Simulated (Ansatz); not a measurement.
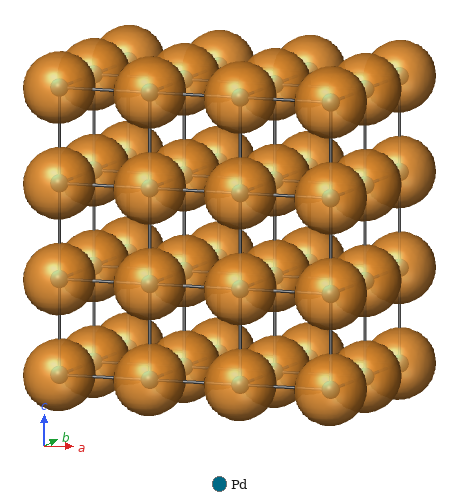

Figure 1: Pd. Isosurface of the valence electron density at 1 e/Å³ (orange), seen slightly off an axis. Sticks mark near contacts.

Space group Pm-3m; set up as Pd, simple cubic; a generated structure, not necessarily the stable one; changed on purpose from its base cell (volume × 0.92); computed pressure about 15 GPa in this cell; the program warned that a starting moment wasn't kept; spin-polarised, but the moments vanished.

These are results of Ansatz 0.2.0, DFT, PBEsol, plane waves (420 eV) with PAW, scalar-relativistic, not measurements.

Core electrons are frozen (PAW), and the valence fields are smoothed inside the atomic spheres.

Question: Which contacts does the surface bridge?

Answer: At this value the density breaks into separate islands; it holds about 80 % of the electrons treated as valence (semicore included). It bridges none of the near contacts. It is pinched off along the shortest Pd–Pd (2.50 Å) contacts. On the grid the lowest density along these lines, outside the cores, is 0.47 e/Å³ (Pd–Pd, 2.50 Å).

Question: Does the calculation make it a metal, or give it a gap?

Answer: It is gapless in this calculation (a metal or semimetal).
